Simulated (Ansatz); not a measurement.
# Geometry relaxation, with input and output: Zn18O19 (part 3 of 5)

Zn18O19 (defect cell, 37 atoms in the cell); DFT PBE, scalar-relativistic, plane waves, PAW, no spin polarisation (Ansatz 0.2.0); cutoff 420 eV, 2×2×2 k-mesh, Gaussian smearing of 0.02 eV. The structure derives from a Materials Project entry. It belongs to a series of runs on one base structure; here: O_i, charge +0, atoms relaxed at the host's cell.

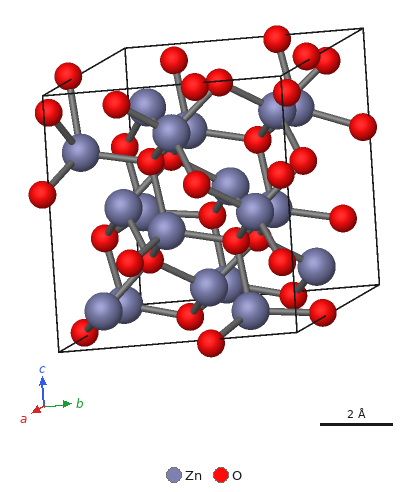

**Figure 1.** The geometry at step 4 of the log (ball-and-stick view of the cell of the calculation, seen slightly off an axis).

Trajectory as extended XYZ (Å, eV, eV/Å), 15 frames, from step=1 to step=15:
```
37
Lattice="-0.0000 -5.6801 -5.2932 -4.9191 2.8400 -5.2932 4.9191 2.8400 -5.2932" Properties=species:S:1:pos:R:3:forces:R:3 step=1 energy=-70523.52191
Zn    0.0000   -1.8934   -2.6434   -0.0721   0.1934   0.1306
Zn   -1.6397    0.9467   -2.6434    0.4214  -0.3272   0.4601
Zn   -1.6397    0.9467   -7.9366    0.1124   0.0680   0.0396
Zn    1.6397    0.9467   -7.9366   -0.0330   0.1074  -0.1274
Zn    1.6397    0.9467   -2.6434    0.0055   0.0383   0.0311
Zn   -3.1912   -1.8946   -7.9409   -0.6887  -0.5904   0.0945
Zn    0.0000   -1.8934   -7.9366    0.0463  -0.0471   0.0128
Zn    0.0026    3.8068   -7.8926    0.6560   0.0616  -0.4969
Zn    3.2744   -1.8448   -7.9367    0.0911  -0.3269  -0.0786
Zn   -1.6397   -0.9467   -5.2900   -0.0652  -0.0438   0.0640
Zn   -3.2865    1.8758   -5.3044   -0.3158   0.2807   0.7954
Zn    1.6397   -0.9467   -5.2900   -0.0161  -0.0863  -0.0275
Zn    0.0000    1.8934  -10.5832    0.0952   0.0889   0.0003
Zn    0.0000    1.8934   -5.2900   -0.1283   0.0231   0.0488
Zn    0.0370   -3.8244   -5.3703   -0.6690   0.0159   0.1295
Zn   -1.6397   -0.9467  -10.5832   -0.0135  -0.0272  -0.0802
Zn    3.2109    1.8937   -5.3113    0.8882   0.5001  -0.1676
Zn    1.6397   -0.9467  -10.5832    0.2928  -0.0423  -0.2411
O     0.0000    3.7867  -11.2231   -0.2209  -0.6431  -0.6144
O     3.2794   -1.8934  -11.2231   -1.0151   0.4834  -0.8597
O    -1.6397    0.9467   -5.9299    0.0605  -0.0124  -0.0874
O     1.6397    0.9467   -5.9299   -0.2418  -0.1774  -0.0699
O    -3.2794   -1.8934  -11.2231    1.1245   0.1527  -0.8636
O     1.6397    0.9467  -11.2231   -0.0307   0.1001   0.0012
O     0.0000   -1.8934   -5.9299    0.0677  -0.1075  -0.0173
O     0.0000   -1.8934  -11.2231   -0.1099  -0.0178   0.2716
O    -1.6397    0.9467  -11.2231   -0.0378  -0.0008  -0.0702
O     3.2794    1.8934   -8.5765    0.1806  -0.3304  -0.0359
O     1.7572   -0.9695  -13.8033    0.0624  -0.4076   0.0683
O    -3.2794    1.8934   -8.5765   -0.0169   0.0154   0.0076
O     0.0000    1.8934   -8.5765   -0.0293   0.0841   0.0876
O     0.0000   -3.7867   -8.5765    0.4444   0.0300  -0.0736
O    -0.0038    1.8802  -13.9076    0.7802   1.8357   0.9133
O    -1.6397   -0.9467   -8.5765    0.3857   0.3102  -0.1802
O    -1.5906   -0.9260  -13.9027   -1.8943  -1.5157   1.2027
O     1.6397   -0.9467   -8.5765   -0.1116   0.0450   0.0473
O    -0.1011    0.0996  -14.7710   -0.0046   0.2693  -0.3150
37
Lattice="-0.0000 -5.6801 -5.2932 -4.9191 2.8400 -5.2932 4.9191 2.8400 -5.2932" Properties=species:S:1:pos:R:3:forces:R:3 step=2 energy=-70524.21213
Zn    0.0139   -1.8396   -2.6244   -0.0254   0.0081   0.0681
Zn   -1.5909    0.9141   -2.6537    0.3455  -0.2182   0.2854
Zn   -1.6285    0.9443   -7.9270    0.0546   0.0169   0.0477
Zn    1.6445    0.9435   -7.9441   -0.0351   0.0317  -0.0439
Zn    1.6008    0.9065   -2.6310    0.1870   0.1322   0.0039
Zn   -3.2010   -1.9254   -7.9455   -0.5359  -0.3588   0.0157
Zn    0.0093   -1.8958   -7.9431    0.0300  -0.0142  -0.0115
Zn    0.0199    3.8036   -7.9098    0.4003   0.1125  -0.3835
Zn    3.2937   -1.8665   -7.9538    0.1760  -0.3674  -0.1708
Zn   -1.6411   -0.9442   -5.3032   -0.0532  -0.0104  -0.0180
Zn   -3.3164    1.9016   -5.2594   -0.1769   0.2235   0.6166
Zn    1.6419   -0.9499   -5.3086    0.0334  -0.0502  -0.0398
Zn   -0.0012    1.8914  -10.5812    0.0276   0.0378  -0.0248
Zn   -0.0060    1.8906   -5.3047   -0.0716   0.0408  -0.0104
Zn    0.0087   -3.8269   -5.3524   -0.4126  -0.0405   0.2360
Zn   -1.6304   -0.9367  -10.5860   -0.0173  -0.0224  -0.0717
Zn    3.2293    1.9229   -5.3011    0.6933   0.3676   0.1201
Zn    1.6262   -0.9315  -10.5953    0.1359  -0.0420  -0.1365
O    -0.0057    3.7741  -11.2253   -0.1704  -0.2905  -0.4173
O     3.2368   -1.8664  -11.2597   -0.4410   0.1860  -0.4712
O    -1.6684    0.9621   -5.9189    0.1292  -0.0634  -0.0958
O     1.6519    0.9541   -5.9328   -0.1964  -0.1282  -0.0795
O    -3.2649   -1.8709  -11.2313    0.6235   0.0118  -0.5576
O     1.6347    0.9578  -11.2314   -0.0042   0.0489   0.0298
O    -0.0009   -1.9024   -5.9360    0.0317  -0.0791  -0.0139
O    -0.0044   -1.8949  -11.2307   -0.0652   0.0022   0.2461
O    -1.6356    0.9484  -11.2409   -0.0118   0.0176  -0.0131
O     3.2877    1.8694   -8.5947    0.1592  -0.1493   0.0135
O     1.7878   -1.0099  -13.7801   -0.2882  -0.1057  -0.1860
O    -3.2602    1.8808   -8.5951   -0.1094   0.0068   0.0329
O     0.0050    1.8915   -8.5749    0.0070   0.0197   0.0432
O     0.0233   -3.7829   -8.5962    0.1891  -0.0442  -0.0013
O     0.0249    1.9587  -13.8611    0.5696   1.0977   0.5057
O    -1.6369   -0.9487   -8.5768    0.3049   0.1973  -0.1142
O    -1.6612   -0.9996  -13.8574   -1.2246  -1.0234   0.7194
O     1.6515   -0.9523   -8.5828   -0.0800   0.0492   0.0181
O    -0.1289    0.1259  -14.7373   -0.1785   0.3990  -0.1418
37
Lattice="-0.0000 -5.6801 -5.2932 -4.9191 2.8400 -5.2932 4.9191 2.8400 -5.2932" Properties=species:S:1:pos:R:3:forces:R:3 step=3 energy=-70524.70510
Zn    0.0265   -1.7746   -2.5985   -0.0161   0.0881  -0.0033
Zn   -1.5551    0.8873   -2.6681    0.0344   0.0144   0.0067
Zn   -1.6195    0.9405   -7.9194   -0.0298  -0.0118   0.0162
Zn    1.6557    0.9339   -7.9464    0.0159  -0.0378   0.0391
Zn    1.5587    0.8639   -2.6157   -0.2020  -0.0759   0.0655
Zn   -3.2447   -1.9583   -7.9606   -0.0937   0.1348   0.0443
Zn    0.0252   -1.9028   -7.9545    0.0035   0.0083  -0.0341
Zn    0.0358    3.8067   -7.9461   -0.1217  -0.0931   0.0103
Zn    3.3438   -1.9340   -7.9975   -0.1755  -0.0907   0.1461
Zn   -1.6417   -0.9433   -5.3269   -0.0156   0.0363  -0.0416
Zn   -3.3548    1.9454   -5.1892    0.1309   0.0237  -0.0654
Zn    1.6541   -0.9555   -5.3338    0.0496   0.0199  -0.0271
Zn   -0.0029    1.8918  -10.5891   -0.0234  -0.0282  -0.0092
Zn   -0.0079    1.8918   -5.3231    0.0165   0.0093  -0.0365
Zn   -0.0236   -3.8291   -5.3032    0.0090   0.1832   0.0954
Zn   -1.6222   -0.9278  -10.5980   -0.0091  -0.0046   0.0019
Zn    3.2870    1.9657   -5.2445    0.0991  -0.0228   0.2500
Zn    1.6218   -0.9260  -10.6100   -0.0685   0.0002   0.0379
O    -0.0129    3.7695  -11.2409   -0.0345   0.1317   0.1283
O     3.2077   -1.8471  -11.3026   -0.0134  -0.0653  -0.2097
O    -1.6862    0.9745   -5.9142    0.0661  -0.0555  -0.0239
O     1.6776    0.9674   -5.9287   -0.0126   0.0009  -0.0469
O    -3.2440   -1.8522  -11.2577   -0.0787  -0.1872   0.1351
O     1.6300    0.9632  -11.2401    0.0386  -0.0353  -0.0168
O     0.0025   -1.9201   -5.9434    0.0017  -0.0741   0.0077
O    -0.0075   -1.8930  -11.2312    0.0570   0.0096   0.0232
O    -1.6242    0.9477  -11.2720    0.0087   0.0320  -0.0414
O     3.3044    1.8501   -8.6124   -0.0379   0.0816  -0.0131
O     1.7687   -1.0385  -13.7889   -0.0059  -0.0533  -0.0833
O    -3.2573    1.8683   -8.6118   -0.0372  -0.1113  -0.0425
O     0.0161    1.8835   -8.5780    0.0317  -0.0074  -0.0146
O     0.0384   -3.7901   -8.6121   -0.1701  -0.0308   0.0091
O     0.0836    2.0873  -13.7923    0.3200   0.0214   0.0161
O    -1.6264   -0.9523   -8.5828    0.0814  -0.0185  -0.0065
O    -1.7783   -1.1375  -13.7802    0.3787   0.0022  -0.1619
O     1.6792   -0.9677   -8.5886    0.0242   0.0113   0.0016
O    -0.1985    0.2082  -14.6852   -0.2215   0.1949  -0.1565
37
Lattice="-0.0000 -5.6801 -5.2932 -4.9191 2.8400 -5.2932 4.9191 2.8400 -5.2932" Properties=species:S:1:pos:R:3:forces:R:3 step=4 energy=-70524.82467
Zn    0.0152   -1.7234   -2.5659   -0.0780  -0.0266  -0.0015
Zn   -1.5954    0.8980   -2.6990    0.0405  -0.0162   0.0549
Zn   -1.6130    0.9113   -7.9487   -0.0246   0.0066   0.0022
Zn    1.6765    0.9174   -7.9400    0.0190   0.0174  -0.0124
Zn    1.5304    0.8314   -2.6007    0.0404   0.1309  -0.0197
Zn   -3.2471   -1.9599   -7.9575   -0.0201   0.0793   0.0048
Zn    0.0354   -1.9235   -7.9774   -0.0095  -0.0221  -0.0311
Zn    0.0267    3.7552   -7.9368   -0.0929  -0.0070  -0.0090
Zn    3.3241   -1.9472   -7.9437   -0.1433  -0.1162   0.0501
Zn   -1.6328   -0.9450   -5.3473   -0.0263   0.0113   0.0217
Zn   -3.3086    1.9379   -5.2142    0.0288   0.0186  -0.0596
Zn    1.6720   -0.9453   -5.3405   -0.0246   0.0267   0.0555
Zn    0.0094    1.9010  -10.5925    0.0425   0.0156  -0.0105
Zn    0.0142    1.8806   -5.3368    0.0016   0.0114   0.0262
Zn   -0.0431   -3.7580   -5.2974    0.0365  -0.0491  -0.0803
Zn   -1.6331   -0.9497  -10.6021   -0.0136  -0.0501  -0.0136
Zn    3.2875    1.9896   -5.1928    0.1185   0.1409   0.1779
Zn    1.6213   -0.9316  -10.6024    0.0132  -0.0135  -0.0093
O    -0.0183    3.8053  -11.2022    0.0358   0.0146   0.0281
O     3.1937   -1.8464  -11.3456   -0.0680  -0.0775  -0.1588
O    -1.6503    0.9580   -5.9471   -0.0581   0.0290   0.0544
O     1.7083    0.9743   -5.9274   -0.0073  -0.0184  -0.0157
O    -3.2723   -1.8674  -11.2386    0.0073  -0.0665   0.0586
O     1.6391    0.9549  -11.2419    0.0020  -0.0057   0.0354
O     0.0197   -1.9042   -5.9652    0.0020  -0.0108   0.0323
O    -0.0014   -1.9004  -11.2225    0.0005  -0.0112   0.0112
O    -1.6138    0.9404  -11.2526    0.0146   0.0220  -0.0332
O     3.2993    1.8594   -8.6313   -0.0191  -0.0028  -0.0250
O     1.7169   -1.0372  -13.8218   -0.1959   0.1410  -0.1560
O    -3.2549    1.8421   -8.6218   -0.0407  -0.0482  -0.0027
O     0.0333    1.8464   -8.5836    0.0142   0.0068  -0.0187
O     0.0172   -3.8146   -8.6228   -0.0218   0.0229  -0.0148
O     0.1529    2.1328  -13.7496    0.2211  -0.2366  -0.0963
O    -1.6103   -0.9817   -8.5909    0.0189  -0.0035  -0.0224
O    -1.7609   -1.1927  -13.7606    0.1995   0.0475  -0.1982
O     1.6889   -0.9798   -8.5843    0.0203   0.0175   0.0148
O    -0.3178    0.3687  -14.6823   -0.0332   0.0215   0.3599
37
Lattice="-0.0000 -5.6801 -5.2932 -4.9191 2.8400 -5.2932 4.9191 2.8400 -5.2932" Properties=species:S:1:pos:R:3:forces:R:3 step=5 energy=-70524.88941
Zn   -0.0041   -1.6992   -2.5426   -0.1273  -0.1591  -0.0357
Zn   -1.6441    0.9117   -2.7395   -0.0804   0.0239  -0.0899
Zn   -1.6143    0.8941   -7.9716    0.0244   0.0061   0.0097
Zn    1.6937    0.9089   -7.9344   -0.0387   0.0192   0.0439
Zn    1.5224    0.8292   -2.6042    0.1298   0.1542  -0.0824
Zn   -3.2353   -1.9563   -7.9483    0.1874  -0.1557   0.0272
Zn    0.0418   -1.9397   -7.9966   -0.0065   0.0234   0.0653
Zn    0.0091    3.7156   -7.9369    0.1741   0.0278   0.0276
Zn    3.2832   -1.9750   -7.8717   -0.2602  -0.0929   0.0478
Zn   -1.6311   -0.9489   -5.3560    0.0496   0.0054  -0.0113
Zn   -3.2700    1.9378   -5.2609   -0.0292  -0.1015  -0.0061
Zn    1.6769   -0.9323   -5.3275   -0.0854   0.0642   0.0180
Zn    0.0286    1.9129  -10.5963    0.0277   0.0413  -0.0062
Zn    0.0319    1.8763   -5.3429    0.0375  -0.0522  -0.0238
Zn   -0.0554   -3.7249   -5.3001    0.0730  -0.1952  -0.2654
Zn   -1.6413   -0.9750  -10.6073    0.0208  -0.0118   0.0369
Zn    3.3080    2.0291   -5.1405   -0.0172   0.0973  -0.1769
Zn    1.6265   -0.9446  -10.6000    0.0485   0.0022   0.0193
O    -0.0155    3.8340  -11.1748    0.0118  -0.0946  -0.0979
O     3.1718   -1.8586  -11.4045    0.1115  -0.1446   0.2571
O    -1.6298    0.9500   -5.9642   -0.0525   0.0232   0.0151
O     1.7399    0.9854   -5.9197   -0.0570  -0.0625  -0.0064
O    -3.2833   -1.8833  -11.2344   -0.0605   0.1452  -0.0394
O     1.6494    0.9428  -11.2345   -0.0338  -0.0082   0.0276
O     0.0313   -1.9008   -5.9753   -0.0039   0.0948   0.0114
O     0.0029   -1.9071  -11.2188   -0.0353   0.0003  -0.0566
O    -1.6103    0.9362  -11.2214    0.0369   0.0035   0.0177
O     3.2893    1.8600   -8.6511    0.0741   0.0011   0.0317
O     1.6455   -1.0128  -13.8803    0.1545   0.0149   0.1358
O    -3.2649    1.8240   -8.6220   -0.0253   0.0426   0.0919
O     0.0467    1.8211   -8.5912   -0.0333  -0.0150   0.0171
O     0.0005   -3.8252   -8.6357    0.0501  -0.0352   0.0357
O     0.2439    2.1389  -13.7129   -0.0826  -0.2267  -0.3305
O    -1.5921   -1.0012   -8.6018   -0.0266   0.0412   0.0042
O    -1.7260   -1.2319  -13.7704   -0.2945   0.0498  -0.0777
O     1.6957   -0.9883   -8.5765   -0.0185   0.0141  -0.0267
O    -0.4126    0.4936  -14.6208    0.1578   0.4594   0.3918
37
Lattice="-0.0000 -5.6801 -5.2932 -4.9191 2.8400 -5.2932 4.9191 2.8400 -5.2932" Properties=species:S:1:pos:R:3:forces:R:3 step=6 energy=-70524.99013
Zn   -0.0273   -1.7121   -2.5402   -0.0789  -0.1851  -0.0182
Zn   -1.6691    0.9131   -2.7597   -0.0163  -0.0274  -0.0928
Zn   -1.6194    0.8921   -7.9810    0.0177   0.0423  -0.0341
Zn    1.6942    0.9072   -7.9257   -0.0415   0.0468   0.0400
Zn    1.5223    0.8458   -2.6161    0.1597   0.0349  -0.0723
Zn   -3.1992   -1.9671   -7.9361    0.2018  -0.2563   0.0572
Zn    0.0417   -1.9416   -8.0028   -0.0045  -0.0339   0.0697
Zn    0.0094    3.7011   -7.9361    0.1714   0.1008  -0.0194
Zn    3.2183   -1.9956   -7.8117   -0.2085  -0.2280  -0.1438
Zn   -1.6258   -0.9522   -5.3601    0.0532   0.0021   0.0059
Zn   -3.2444    1.9269   -5.2952   -0.1744  -0.0906   0.0566
Zn    1.6645   -0.9145   -5.3082   -0.0532   0.0574   0.0432
Zn    0.0410    1.9179  -10.5995    0.0087   0.0275   0.0188
Zn    0.0427    1.8704   -5.3486    0.0372  -0.0366  -0.0099
Zn   -0.0523   -3.7112   -5.3319    0.0776  -0.3103  -0.3095
Zn   -1.6449   -0.9886  -10.6050    0.0406  -0.0043   0.0440
Zn    3.3200    2.0559   -5.1242   -0.0406  -0.0732  -0.3767
Zn    1.6408   -0.9608  -10.5908    0.0622  -0.0033  -0.0097
O    -0.0167    3.8357  -11.1718    0.0595  -0.0807  -0.0656
O     3.1774   -1.8858  -11.4232    0.0859  -0.0173   0.3263
O    -1.6187    0.9435   -5.9737   -0.0393   0.0162   0.0092
O     1.7468    0.9875   -5.9180   -0.0892  -0.0860  -0.0169
O    -3.2906   -1.8860  -11.2388   -0.0332   0.1610  -0.0323
O     1.6606    0.9270  -11.2233   -0.0744   0.0094  -0.0224
O     0.0376   -1.8906   -5.9862   -0.0217   0.1145   0.0386
O     0.0087   -1.9099  -11.2196   -0.0658   0.0184  -0.0674
O    -1.6197    0.9381  -11.1900    0.0779  -0.0153   0.0670
O     3.2856    1.8551   -8.6607    0.0230   0.0006   0.0348
O     1.6276   -1.0013  -13.9054    0.1327   0.0165   0.1353
O    -3.2844    1.8211   -8.6086    0.0569   0.0535   0.0945
O     0.0500    1.8124   -8.5924   -0.0635   0.0092   0.0070
O    -0.0095   -3.8316   -8.6396    0.0234   0.0319   0.0158
O     0.3172    2.1266  -13.7246   -0.2965  -0.3401  -0.5084
O    -1.5755   -1.0042   -8.6042   -0.0870   0.0767  -0.0117
O    -1.7137   -1.2381  -13.7986   -0.3562   0.0656   0.1331
O     1.6847   -0.9867   -8.5692   -0.0037   0.0100  -0.0764
O    -0.4708    0.5972  -14.5668    0.4598   0.8957   0.6918
37
Lattice="-0.0000 -5.6801 -5.2932 -4.9191 2.8400 -5.2932 4.9191 2.8400 -5.2932" Properties=species:S:1:pos:R:3:forces:R:3 step=7 energy=-70525.32400
Zn   -0.0564   -1.7489   -2.5463    0.0204  -0.1054   0.0095
Zn   -1.6893    0.9090   -2.7790    0.1069  -0.0900   0.0004
Zn   -1.6272    0.8972   -7.9919    0.0235   0.0603  -0.0350
Zn    1.6873    0.9088   -7.9166   -0.0629   0.0189   0.0138
Zn    1.5290    0.8645   -2.6314    0.1227  -0.1212  -0.0587
Zn   -3.1494   -1.9947   -7.9210    0.2133  -0.2206   0.1417
Zn    0.0388   -1.9437   -8.0076    0.0065  -0.0567   0.0391
Zn    0.0132    3.7005   -7.9377    0.0373   0.1279  -0.0659
Zn    3.1334   -2.0328   -7.7482   -0.2554  -0.4024  -0.3176
Zn   -1.6208   -0.9552   -5.3632    0.0306   0.0105   0.0001
Zn   -3.2353    1.9116   -5.3257   -0.2253  -0.0180   0.0692
Zn    1.6483   -0.8931   -5.2798    0.0137   0.0109   0.0585
Zn    0.0530    1.9220  -10.6009   -0.0415  -0.0508   0.0599
Zn    0.0526    1.8631   -5.3563    0.0025   0.0044  -0.0032
Zn   -0.0378   -3.7077   -5.3874   -0.0146  -0.3897  -0.4296
Zn   -1.6464   -1.0035  -10.5976    0.0636   0.0129   0.0191
Zn    3.3387    2.0817   -5.1223   -0.1096  -0.4547  -0.4889
Zn    1.6597   -0.9795  -10.5837    0.0170  -0.0174  -0.0295
O    -0.0147    3.8265  -11.1744    0.0642  -0.0237  -0.0500
O     3.1928   -1.9154  -11.4274    0.1354   0.2189   0.2987
O    -1.6154    0.9389   -5.9809   -0.0120  -0.0001   0.0112
O     1.7446    0.9819   -5.9202   -0.1240  -0.0832  -0.0422
O    -3.2985   -1.8841  -11.2438    0.0131   0.0695   0.0022
O     1.6674    0.9088  -11.2139   -0.0741   0.0564  -0.0990
O     0.0432   -1.8754   -5.9985   -0.0548   0.0837   0.0955
O     0.0121   -1.9109  -11.2265   -0.0525   0.0146  -0.0306
O    -1.6302    0.9377  -11.1502    0.0927  -0.0077   0.0743
O     3.2792    1.8469   -8.6688   -0.0226  -0.0091   0.0404
O     1.6198   -0.9909  -13.9234    0.0630  -0.0380   0.0580
O    -3.3026    1.8194   -8.5864    0.0382   0.0268   0.0767
O     0.0468    1.8118   -8.5938   -0.0457   0.0493   0.0065
O    -0.0201   -3.8356   -8.6442   -0.0158   0.0754   0.0107
O     0.3894    2.0957  -13.7742   -0.4975  -0.5289  -0.6247
O    -1.5632   -1.0019   -8.6069   -0.1315   0.0868   0.0185
O    -1.7111   -1.2296  -13.8253   -0.1898   0.2806   0.2631
O     1.6697   -0.9848   -8.5706    0.0100   0.0029  -0.0588
O    -0.4913    0.7586  -14.4616    0.8569   1.4094   0.9679
```
